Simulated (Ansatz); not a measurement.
Geometry relaxation, with input and output: Rh

The run: geometry relaxation of Rh (P6₃/mmc, 2 atoms in the cell). Method and program: DFT PBE, scalar-relativistic, plane waves, PAW, no spin polarisation (Ansatz 0.2.0).

The structure was built on a prototype by a generator; it need not be a known phase. Figures and captions count atoms from 1; the log counts them from 0 in places.

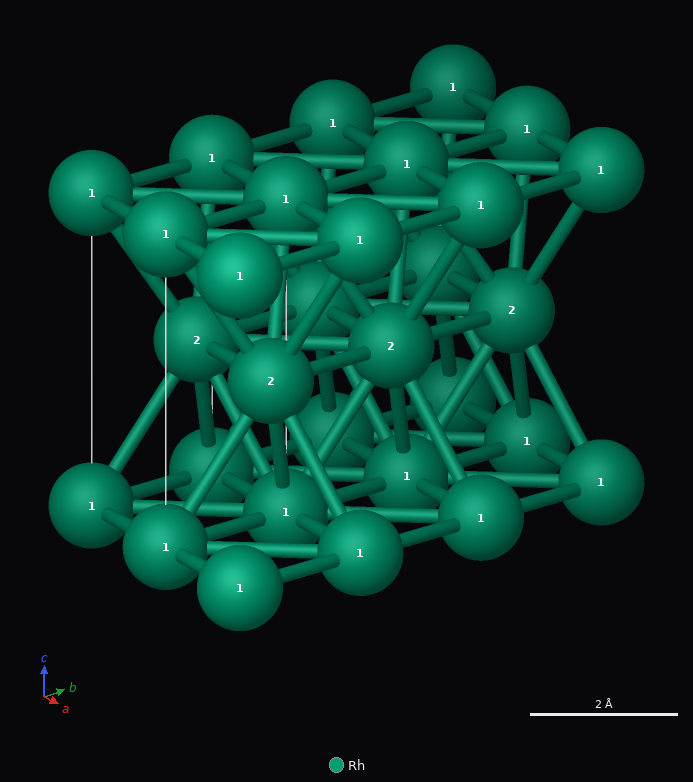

Fig. 1: The input geometry (ball-and-stick view of the cell of the calculation, repeated 2 × 3 × 1, seen slightly off an axis; atoms are numbered from 1 in the order of the input). Near neighbours in the crystal (not all of them lie inside the picture): Rh has 12 Rh at 2.68 Å.

**Input**
```yaml
crystal:
  lattice:
    - [2.683965, 0.0, 0.0]
    - [-1.341983, 2.324382, 0.0]
    - [0.0, 0.0, 4.382897]
  atoms:
    - { symbol: Rh, position: [0.0, 0.0, 0.0] }
    - { symbol: Rh, position: [0.33333333, 0.66666667, 0.5] }
basis:
  ecutwfc: 420
kpoints:
  mp_grid: { grid: [12, 12, 4] }
hamiltonian:
  xc: pbe
scf:
  occupations: { method: gaussian, width: 0.1 }
output:
  forces: true
  stress: true
  eigenvalues: true
relax:
  adjacent_minimum: "off"
  f_tol: 0.05
  max_steps: 80
  cell: { stress_tol: 0.5 }
```

Machine: 1 thread of Arm Neoverse V1, 24 GiB of memory available, shared host.

Run as:
```bash
ansatz run input.yaml --threads 1 --pin off --max-ram 2560MiB --backend cpu --events-out ev --progress --plain --runs-dir out
```

**What the program printed**
```
Engine: ansatz 0.2.0, aarch64-unknown-linux-gnu
Pseudopotentials: kind: paw
Pseudopotential: Rh, paw, valence charge 17, recommended cutoff 420 eV (normal), Rh.paw.azcp
Functional definition: PBE
  parameter kappa = 0.804
  parameter beta = 0.06672455060314922
  exchange = pbe_x(kappa = kappa, mu = beta*pi^2/3)
  correlation = pbe_c(beta = beta)
Crystal: 2 atoms, lattice volume = 27.343 Å³
Basis set: ecut = 420 eV, 549 PW (Γ), exchange–correlation on 36×36×60 points (8 copies of the dense FFT grid, shifted against one another)
Bands: 21, of which v1, the nominal top of the filled ones, is band 17 counted from 1 (16 counted from 0)
Symmetry: 24 space group operations
Space group: P63/mmc (ITA 194), of the structure as read, at distance tolerance 3.0e-5 Å
k-points: 57 of 576
Non-local potential: Rh, projectors of the file, l = 0: 3, l = 1: 2, l = 2: 2, l = 3: 1
PAW form: soft (Blöchl's): semilocal exchange-correlation on the pseudo side does not see the compensation charge
PAW one-centre angular grid: Rh, 590 points (default); XC on 64 Gauss nodes
Initial density: superposition of atomic densities (neutral atoms: chi_scale 0, normalization atom), corrected by the library's trained network
Initial wavefunctions: pseudopotential atomic-orbital guess
Functional: x = pbe(κ = 0.804, μ = 0.2195149727645171), c = pbe(β = 0.06672455060314922)
SCF iter   1: F=—  HF=-12805.720520 eV  |F-HF|=—  |Δ(HF+E_count)|=         —  Δρ=9.21e-3  dr2=3.62e-3  ethr=1.77e-3  ⟨swp⟩=4.7  Hψ=4618  notcnv=0
preconditioner: auto → none  [metal: Δε(μ)=0.033 eV  Ē_g=7.656 eV  σ=0.100 eV  W_gap=0.18  n_scr=8 (ndim 8)  ℏωp=30.1 eV  f_vac=0.000  D(μ)=2.02/eV (n_scr^D=22)  sad-step TF]
SCF iter   2: F=—  HF=-12805.723017 eV  |F-HF|=—  |Δ(HF+E_count)|=   2.50e-3  Δρ=5.10e-3  dr2=1.25e-3  ethr=1.07e-5  ⟨swp⟩=2.0  Hψ=2130  notcnv=0
SCF iter   3: F=—  HF=-12805.723601 eV  |F-HF|=—  |Δ(HF+E_count)|=   5.84e-4  Δρ=5.38e-4  dr2=5.36e-5  ethr=3.67e-6  ⟨swp⟩=2.1  Hψ=1604  notcnv=0
SCF iter   4: F=—  HF=-12805.723567 eV  |F-HF|=—  |Δ(HF+E_count)|=   3.39e-5  Δρ=1.77e-4  dr2=1.63e-6  ethr=1.58e-7  ⟨swp⟩=2.1  Hψ=1805  notcnv=0
SCF iter   5: F=—  HF=-12805.723569 eV  |F-HF|=—  |Δ(HF+E_count)|=   2.15e-6  Δρ=3.13e-5  dr2=1.61e-7  ethr=4.80e-9  ⟨swp⟩=2.1  Hψ=1745  notcnv=0
SCF iter   6: F=-12805.723569 eV  HF=-12805.723569 eV  |F-HF|=1.13e-8  |Δ(HF+E_count)|=   1.89e-8  Δρ=8.43e-6  dr2=1.58e-8  ethr=2.94e-10  ⟨swp⟩=4.3  Hψ=3954  notcnv=0
SCF 1 converged in 6 iterations: F = -12805.723569 eV  dr2 = 1.58e-8
  greatest PAW one-centre occupation: 1.000 electrons in one spin orbital (limit 2), on the Rh atom at site 1 (counted from 0), in its partial waves of l = 0
relax step   1: F+E_penalty+E_count = -12805.72356910 eV  Δ(F+E_penalty+E_count) = +0.000e0 eV  max|allowed force component| = 1.156e-17 eV/Å  Δτ_max = 0.0000 Å  P = +7.962 GPa  Ω = 27.343 Å³  (6 SCF iters, dr2 threshold 1.00e-7 eV, accepted)
Crystal: 2 atoms, lattice volume = 28.801 Å³
Basis set: ecut = 420 eV, 573 PW (Γ), exchange–correlation on 36×36×60 points (8 copies of the dense FFT grid, shifted against one another)
Initial density: handed on by an earlier stage of this run
Initial wavefunctions: those handed on with the density
iter 1 solved again at ethr=2.10e-5 eV; its pass at ethr=3.10e-3 eV (dr2=7.15e-3 eV) is discarded
SCF iter   1: F=—  HF=-12805.733675 eV  |F-HF|=—  |Δ(HF+E_count)|=         —  Δρ=5.33e-3  dr2=7.21e-3  ethr=2.10e-5  ⟨swp⟩=1.0  Hψ=6672  notcnv=0
preconditioner: auto → none  [metal: Δε(μ)=0.031 eV  Ē_g=7.220 eV  σ=0.100 eV  W_gap=0.17  n_scr=8 (ndim 8)  ℏωp=29.4 eV  f_vac=0.000  D(μ)=2.19/eV (n_scr^D=22)]
SCF iter   2: F=—  HF=-12805.732086 eV  |F-HF|=—  |Δ(HF+E_count)|=   1.59e-3  Δρ=1.83e-3  dr2=3.59e-4  ethr=2.10e-5  ⟨swp⟩=2.0  Hψ=1666  notcnv=0
SCF iter   3: F=—  HF=-12805.732098 eV  |F-HF|=—  |Δ(HF+E_count)|=   1.16e-5  Δρ=6.64e-4  dr2=5.63e-5  ethr=1.06e-6  ⟨swp⟩=1.2  Hψ=1317  notcnv=0
SCF iter   4: F=—  HF=-12805.732064 eV  |F-HF|=—  |Δ(HF+E_count)|=   3.38e-5  Δρ=4.68e-5  dr2=1.59e-7  ethr=1.66e-7  ⟨swp⟩=2.2  Hψ=1820  notcnv=0
iter 5 did not close the SCF: its close was put off for the readings that it lacked (scf_convergence_deferred on its scf_iter line)
SCF iter   5: F=-12805.732064 eV  HF=-12805.732064 eV  |F-HF|=3.40e-9  |Δ(HF+E_count)|=   1.43e-7  Δρ=1.22e-5  dr2=1.08e-8  ethr=4.68e-10  ⟨swp⟩=2.2  Hψ=2029  notcnv=0
SCF iter   6: F=-12805.732064 eV  HF=-12805.732064 eV  |F-HF|=4.31e-10  |Δ(HF+E_count)|=  5.55e-10  Δρ=2.17e-6  dr2=6.42e-10  ethr=3.17e-11  ⟨swp⟩=1.0  Hψ=3603  notcnv=0
SCF 2 converged in 6 iterations: F = -12805.732064 eV  dr2 = 6.42e-10
relax step   2: F+E_penalty+E_count = -12805.73206447 eV  Δ(F+E_penalty+E_count) = -8.495e-3 eV  max|allowed force component| = 2.429e-17 eV/Å  Δτ_max = 0.0000 Å  P = -5.554 GPa  Ω = 28.801 Å³  energy of the carried Pulay correction = -1.013e-3 eV  (6 SCF iters, dr2 threshold 2.00e-7 eV, accepted)
Crystal: 2 atoms, lattice volume = 28.189 Å³
iter 1 solved again at ethr=4.21e-6 eV; its pass at ethr=3.10e-3 eV (dr2=1.43e-3 eV) is discarded
SCF iter   1: F=—  HF=-12805.744445 eV  |F-HF|=—  |Δ(HF+E_count)|=         —  Δρ=2.15e-3  dr2=1.22e-3  ethr=4.21e-6  ⟨swp⟩=1.9  Hψ=6077  notcnv=0
preconditioner: auto → none  [metal: Δε(μ)=0.039 eV  Ē_g=7.395 eV  σ=0.100 eV  W_gap=0.22  n_scr=8 (ndim 8)  ℏωp=29.7 eV  f_vac=0.000  D(μ)=2.12/eV (n_scr^D=22)]
SCF iter   2: F=—  HF=-12805.744165 eV  |F-HF|=—  |Δ(HF+E_count)|=   2.80e-4  Δρ=7.11e-4  dr2=5.55e-5  ethr=3.58e-6  ⟨swp⟩=2.0  Hψ=1666  notcnv=0
SCF iter   3: F=—  HF=-12805.744134 eV  |F-HF|=—  |Δ(HF+E_count)|=   3.05e-5  Δρ=2.67e-4  dr2=8.50e-6  ethr=1.63e-7  ⟨swp⟩=1.0  Hψ=1197  notcnv=0
iter 4 did not close the SCF: its close was put off for the readings that it lacked (scf_convergence_deferred on its scf_iter line)
SCF iter   4: F=-12805.744135 eV  HF=-12805.744135 eV  |F-HF|=8.88e-9  |Δ(HF+E_count)|=   9.61e-7  Δρ=1.57e-5  dr2=1.16e-8  ethr=2.50e-8  ⟨swp⟩=2.0  Hψ=1967  notcnv=0
iter 5 did not close the SCF: its close was put off for the readings that it lacked (scf_convergence_deferred on its scf_iter line)
SCF iter   5: F=-12805.744135 eV  HF=-12805.744135 eV  |F-HF|=1.69e-10  |Δ(HF+E_count)|=   1.66e-8  Δρ=1.17e-6  dr2=2.56e-10  ethr=3.41e-11  ⟨swp⟩=2.2  Hψ=2016  notcnv=0
SCF iter   6: F=-12805.744135 eV  HF=-12805.744135 eV  |F-HF|=0.00e0  |Δ(HF+E_count)|=  6.00e-11  Δρ=1.25e-7  dr2=1.51e-12  ethr=1.00e-12  ⟨swp⟩=1.0  Hψ=3319  notcnv=0
SCF 3 converged in 6 iterations: F = -12805.744135 eV  dr2 = 1.51e-12
relax step   3: F+E_penalty+E_count = -12805.74413515 eV  Δ(F+E_penalty+E_count) = -1.207e-2 eV  max|allowed force component| = 1.850e-17 eV/Å  Δτ_max = 0.0000 Å  P = -0.404 GPa  Ω = 28.189 Å³  energy of the carried Pulay correction = -5.946e-4 eV  (6 SCF iters, dr2 threshold 2.00e-7 eV, accepted)
Basis set: ecut = 420 eV, 549 PW (Γ), exchange–correlation on 40×40×60 points (8 copies of the dense FFT grid, shifted against one another)
Initial wavefunctions: pseudopotential atomic-orbital guess (no wavefunctions were taken with the density)
iter 1 solved again at ethr=2.43e-8 eV; its pass at ethr=3.10e-3 eV (dr2=8.25e-6 eV) is discarded
SCF iter   1: F=—  HF=-12805.744603 eV  |F-HF|=—  |Δ(HF+E_count)|=         —  Δρ=4.38e-4  dr2=1.34e-6  ethr=2.43e-8  ⟨swp⟩=3.2  Hψ=8037  notcnv=0
SCF iter   2: F=—  HF=-12805.744666 eV  |F-HF|=—  |Δ(HF+E_count)|=   6.38e-5  Δρ=2.18e-4  dr2=3.13e-7  ethr=3.95e-9  ⟨swp⟩=1.0  Hψ=1197  notcnv=0
SCF iter   3: F=—  HF=-12805.744694 eV  |F-HF|=—  |Δ(HF+E_count)|=   2.74e-5  Δρ=1.28e-5  dr2=1.38e-8  ethr=9.21e-10  ⟨swp⟩=1.6  Hψ=1506  notcnv=0
iter 4 did not close the SCF: its close was put off for the readings that it lacked (scf_convergence_deferred on its scf_iter line)
SCF iter   4: F=-12805.744694 eV  HF=-12805.744694 eV  |F-HF|=1.15e-9  |Δ(HF+E_count)|=   6.08e-8  Δρ=1.94e-6  dr2=1.78e-10  ethr=4.05e-11  ⟨swp⟩=2.9  Hψ=2180  notcnv=0
iter 5 did not close the SCF: its close was put off for the readings that it lacked (scf_convergence_deferred on its scf_iter line)
SCF iter   5: F=-12805.744694 eV  HF=-12805.744694 eV  |F-HF|=1.82e-12  |Δ(HF+E_count)|=   1.16e-9  Δρ=2.60e-7  dr2=6.03e-12  ethr=1.00e-12  ⟨swp⟩=1.0  Hψ=1198  notcnv=0
SCF iter   6: F=-12805.744694 eV  HF=-12805.744694 eV  |F-HF|=0.00e0  |Δ(HF+E_count)|=  7.28e-12  Δρ=4.26e-8  dr2=9.44e-14  ethr=1.00e-12  ⟨swp⟩=2.0  Hψ=2734  notcnv=0
SCF 4 converged in 6 iterations: F = -12805.744694 eV  dr2 = 9.44e-14
relax step   4: F+E_penalty+E_count = -12805.74469389 eV  Δ(F+E_penalty+E_count) = -5.587e-4 eV  max|allowed force component| = 1.041e-17 eV/Å  Δτ_max = 0.0000 Å  P = -0.409 GPa  Ω = 28.189 Å³  stress off target by 4.64e-1 GPa  SCF on the basis re-selected at this cell (its energy is not comparable with the rows above)  (6 SCF iters)
```

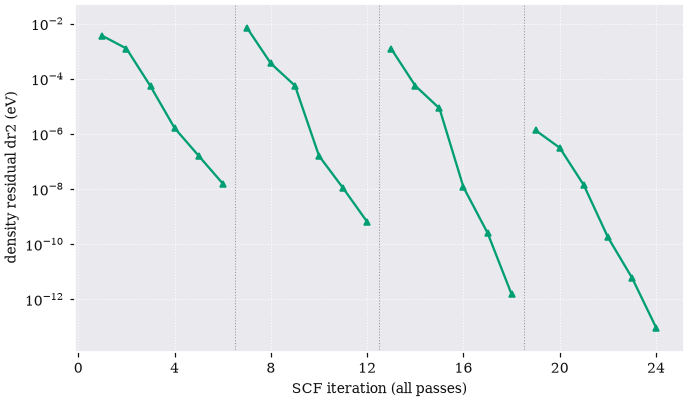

Fig. 2: Convergence of the self-consistent field: density residual dr2 against the SCF iteration. The dotted lines part the SCF passes of the relaxation: geometry steps, rejected trials and re-solves on a re-selected basis. The passes take 6, 6, 6 and 6 iterations.

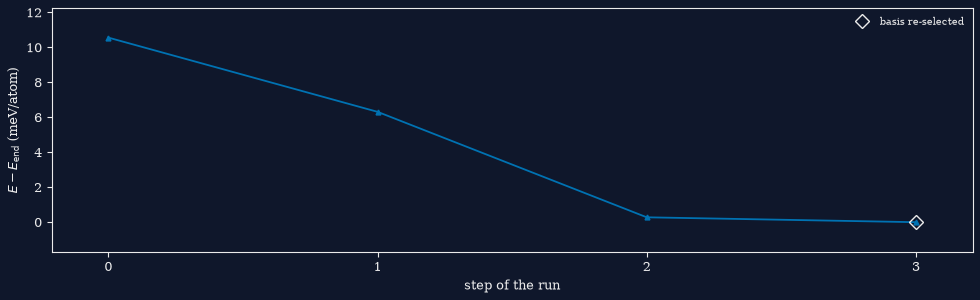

Fig. 3: Progress of the relaxation, step by step (the first geometry is step 0 here and step 1 in the log).

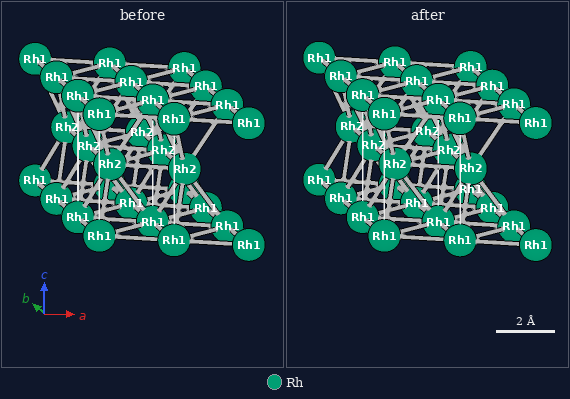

Fig. 4: Before (left) and after (right) the relaxation, at one scale (ball-and-stick view of the cell of the calculation, repeated 2 × 3 × 1, seen slightly off an axis). After 2 geometry steps the energy has fallen by 10.3 meV per atom. All forces vanish by symmetry, so only the cell relaxes. Pressure: 7.96 GPa at the start and −0.41 GPa at the end. The atoms keep their places relative to the cell (all moves are under 0.005 Å). Cell: a = b 2.684 → 2.720 Å (+1.4 %), c 4.383 → 4.398 Å (+0.4 %). Volume +3.1 %. Distances before and after: Rh1–Rh1 2.684 → 2.720 Å, Rh1–Rh2 2.684 → 2.702 Å. The space group stays P6_3/mmc (No. 194). A last SCF at the same geometry on a re-selected plane-wave basis shifts the energy by −0.3 meV per atom. (Atoms are counted from 1 in the order of the input.)

```
basis re-selected at this cell: Δ(F+E_penalty+E_count) = -5.587e-4 eV, ΔP = -0.005 GPa vs the last step (what re-selecting the basis moved, of the pressure what is left beyond the Pulay correction that the steps carried, after the strain that the cell walked since its last selection, with what the two solves' SCF thresholds leave and, on support functions, any second-order correction that the steps lacked; it is no measure of the basis error at this ecutwfc). The dense FFT grid was sized anew with the basis: this SCF ran on 20×20×30 points, the steps before it on 18×18×30, so part of this shift can come from that change (see relax.cell in the input reference). This SCF's stress stands 4.64e-1 GPa from its target on what of the cell is left free (relax.cell.stress_tol is 5.00e-1 GPa) and its largest allowed force component is 1.04e-17 eV/Å (relax.f_tol is 5.00e-2 eV/Å): within both
SCF converged after 6 iterations
Free energy (F): -12805.744694 eV
Harris-Foulkes:  -12805.744694 eV  (|F-HF|=0.00e0)
Internal energy: -12805.734114 eV  (E = F + TS)
E sigma→0 (E₀):  -12805.739404 eV
Entropy (-TS):   -0.010580 eV (-5.290 meV/atom)
Fermi energy:    21.754579 eV
--- Per-component energies (eV) ---
  E_band       = -190.851845
  E_kinetic    = 1145.557654
  E_local      = -3188.428377  (includes V_loc(G=0)·N_el)
  E_nonlocal   = 709.141295
  E_hartree    = 1120.788416
  E_xc         = -443.437024
  E_vxc        = -556.647678  (∫ρ·V_xc dr)
  E_paw        = -7173.733947  (= ΣΔE_a)
  E_vpaw       = -542.053297  (= ΣTr[D̂ρ^β])
  E_aug_tail   = 0.001732  (compensation charges beyond the density's cutoff)
  E_ewald      = -4975.623863
  E_smearing   = -0.010580  (= −TS)
  E_closure    = 0.000000  (closes the sum)
  Σ components = -12805.744694   (vs F -12805.744694, Δ=0.00e0)
--- Forces (eV/Å), atoms counted from 1 ---
  atom   1  Rh    -0.00000000    -0.00000000     0.00000000
  atom   2  Rh     0.00000000     0.00000000     0.00000000
  max |Σ_I F_I| component: 2.31e-18 eV/Å
--- Stress (GPa, compression-positive) ---
       -0.381922      -0.000000       0.000000
       -0.000000      -0.381922       0.000000
        0.000000       0.000000      -0.463682
  P = ⅓ Tr σ = -0.4092 GPa (-4.092 kbar)
--- Band table (eV; the first three rows and the last of 57) ---
  k-point 0: bands = ["-57.1043", "-56.9984", "-25.2961", "-24.7022", "-24.7022", "-24.6057", "-24.6031", "-24.6031", "13.9049", "15.7759", "18.7898", "18.8501", "18.8501", "19.3540", "19.3540", "19.9314", "19.9314", "21.9066", "21.9066", "22.5320", "30.1641"]
  k-point 1: bands = ["-57.0889", "-57.0140", "-25.1978", "-24.7097", "-24.6878", "-24.6878", "-24.6177", "-24.6177", "14.5051", "15.9093", "18.5830", "18.6884", "18.6884", "19.1080", "19.1080", "20.4843", "20.4843", "20.6962", "21.8365", "21.8365", "32.7742"]
  k-point 2: bands = ["-57.0515", "-57.0515", "-24.9565", "-24.9565", "-24.6528", "-24.6528", "-24.6528", "-24.6528", "15.7135", "15.7135", "18.6701", "18.6701", "18.7434", "18.7434", "18.7434", "18.7434", "21.3512", "21.3512", "21.3512", "21.3512", "36.4306"]
  k-point 56: bands = ["-56.9787", "-56.9787", "-25.1469", "-25.1469", "-24.9994", "-24.9994", "-24.7297", "-24.7297", "17.0993", "17.0993", "17.6295", "17.6295", "18.7440", "18.7440", "19.9871", "19.9871", "21.9755", "21.9755", "29.1380", "29.1380", "31.1787"]
--- Relaxed structure (3 steps of the walk, 3 accepted, 1 SCFs on fresh bases) ---
  F+E_penalty+E_count = -12805.74469389 eV   max|allowed force component| = 1.041e-17 eV/Å   (the final SCF, on the basis selected at the relaxed cell)
  cell:  # Å, volume = 28.1890 Å³
    - [2.7203725139015376, 2.9259095395963017e-7, 0.0]
    - [-1.3601865103419681, 2.3559115585001904, 0.0]
    - [0.0, 0.0, 4.39837590721875]
  atoms:
    - { symbol: Rh, position: [3.238150502276383e-17, -2.3129646415289146e-17, 0.0] }
    - { symbol: Rh, position: [0.33333333333333337, 0.6666666666666665, 0.49999999999999994] }
```

**Trajectory as extended XYZ (Å, eV, eV/Å), 4 frames, from step=1 to step=4**
```
2
Lattice="2.6840 0.0000 0.0000 -1.3420 2.3244 0.0000 0.0000 0.0000 4.3829" Properties=species:S:1:pos:R:3:forces:R:3 step=1 energy=-12805.72357 pressure_GPa=7.96
Rh    0.0000    0.0000    0.0000    0.0000   0.0000   0.0000
Rh    0.0000    1.5496    2.1914    0.0000   0.0000   0.0000
2
Lattice="2.7421 0.0000 0.0000 -1.3710 2.3747 0.0000 0.0000 0.0000 4.4230" Properties=species:S:1:pos:R:3:forces:R:3 step=2 energy=-12805.73206 pressure_GPa=-5.55
Rh    0.0000    0.0000    0.0000    0.0000   0.0000   0.0000
Rh    0.0000    1.5831    2.2115    0.0000   0.0000   0.0000
2
Lattice="2.7204 0.0000 0.0000 -1.3602 2.3559 0.0000 0.0000 0.0000 4.3984" Properties=species:S:1:pos:R:3:forces:R:3 step=3 energy=-12805.74414 pressure_GPa=-0.40
Rh    0.0000    0.0000    0.0000    0.0000   0.0000   0.0000
Rh    0.0000    1.5706    2.1992    0.0000   0.0000   0.0000
2
Lattice="2.7204 0.0000 0.0000 -1.3602 2.3559 0.0000 0.0000 0.0000 4.3984" Properties=species:S:1:pos:R:3:forces:R:3 step=4 energy=-12805.74469 pressure_GPa=-0.41
Rh    0.0000    0.0000    0.0000    0.0000   0.0000   0.0000
Rh    0.0000    1.5706    2.1992    0.0000   0.0000   0.0000
```

**Summary**

```tsv
quantity	value
outcome	converged
space group (tolerance 0.01 Å)	P6₃/mmc (194)
electrons treated	34
free energy	−12805.7447 eV
Fermi energy	21.755 eV
gap on the k-point mesh	none (metallic)
pressure	−0.41 GPa
final volume	28.19 Å³
largest force (length of the vector) at the end	under 0.001 eV/Å
final cell	a = 2.720 Å, b = 2.720 Å, c = 4.398 Å, α = 90.00°, β = 90.00°, γ = 120.00°
wall time	7.7 s
peak memory	0.3 GiB
```
